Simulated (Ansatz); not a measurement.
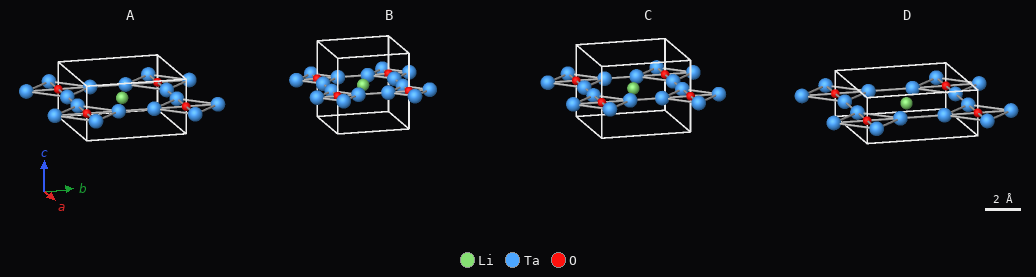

4 geometries from one relaxation of solid LiTa4O (a generated structure, set up in P4/mmm) (coarse preliminary run), in shuffled order. The picture is a ball-and-stick view of the cell of the calculation, seen slightly off an axis.

Level of theory: Ansatz, DFT PBE, scalar-relativistic, plane waves, PAW. (plane-wave cutoff 420 eV; k-point mesh 4 × 4 × 4; occupations gaussian; smearing width 0.1 eV; no spin polarisation; cell and atoms relaxed; force threshold 0.04 eV/Å; at most 70 steps)

**Put them in the order of the run, from the start to the converged end.**

B, C, A, D. They are steps 0, 5, 10, 23, at +24674 meV per atom, +3276 meV per atom, +1144 meV per atom relative to the last. Over 20 accepted moves (23 points after the start) the energy falls by 24674 meV per atom. The largest force component goes from 120 to 0.0052 eV/Å. The pressure goes from 610.46 to 0.26 GPa. The line search rejected the trial step at point 13 of the run. The SCF was repeated twice at an unchanged geometry on a basis and grid sized afresh for the cell, which shifted the energy by 465 meV per atom at most. The largest moves relative to the cell, 0.068 Å, are those of Ta atoms. Li and O stay in place. The drawn cell changes as follows: a = b 4.351 → 6.756 Å (+55.3 %), c 4.573 → 2.774 Å (−39.3 %); the volume changes by +46.2 %. Some distances before and after: Ta–Ta 3.336 → 5.144 Å, Ta–Ta 4.573 → 2.774 Å, Ta–Ta 2.526 → 4.059 Å, Li–Ta 2.359 → 3.637 Å. The space group stays P4/mmm (No. 123).
